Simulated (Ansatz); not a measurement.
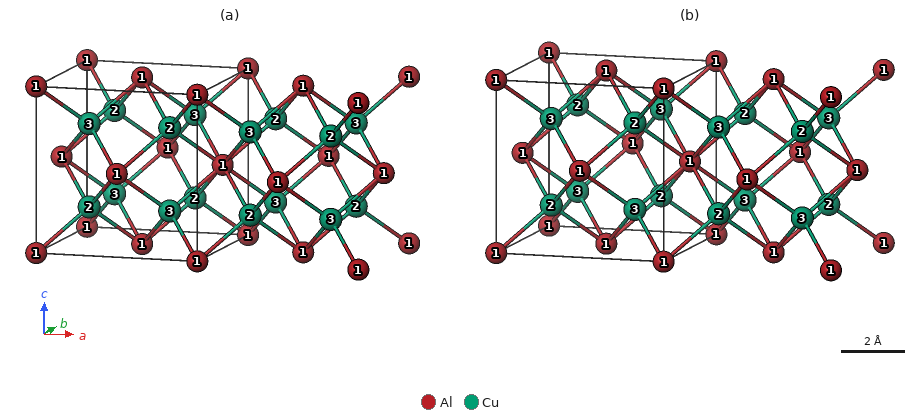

The structure of crystalline AlCu₂ (built on the fluorite_225 type) (coarse preliminary run) before (left) and after (right) a relaxation, at one scale.

Style: ball-and-stick. Shown: the conventional cell (4 times the calculation's cell), repeated 2 × 1 × 1 with one cell outlined, slightly off an axis. Lengths and directions refer to the drawn axes.

Case: fluorite type (Fm-3m, No. 225).

Level of theory: Ansatz 0.2.0, DFT r2SCAN, scalar-relativistic, plane waves, PAW.

Input file:
```yaml
crystal:
  lattice:
    - [0.0, 2.7084562704, 2.7084562704]
    - [2.7084562704, 0.0, 2.7084562704]
    - [2.7084562704, 2.7084562704, 0.0]
  atoms:
    - { symbol: Al, position: [0.0, 0.0, 0.0] }
    - { symbol: Cu, position: [0.25, 0.25, 0.25] }
    - { symbol: Cu, position: [0.75, 0.75, 0.75] }
basis:
  ecutwfc: 500
kpoints:
  mp_grid: { grid: [6, 6, 6] }
hamiltonian:
  xc: r2scan
scf:
  occupations: { method: gaussian, width: 0.1 }
  lower_state_search: "off"
output:
  forces: true
  stress: true
  eigenvalues: true
relax:
  adjacent_minimum: "off"
  f_tol: 0.04
  max_steps: 70
  cell: { stress_tol: 0.4 }
```

Summarise the run.

The atoms keep their places relative to the cell (all moves are under 0.005 Å). The drawn cell changes as follows: a = b = c 5.417 → 5.629 Å (+3.9 %); the volume changes by +12.2 %. Some distances before and after: Al1–Cu2 2.346 → 2.437 Å. The space group stays Fm-3m (No. 225). Over 3 accepted moves (4 points after the start) the energy falls by 69.9 meV per atom. All forces vanish by symmetry, so only the cell relaxes. The pressure goes from 15.20 to 0.17 GPa. The SCF was repeated once at an unchanged geometry on a basis and grid sized afresh for the cell, which shifted the energy by 0.9 meV per atom at most. The run took about 17 core-seconds on a shared host.
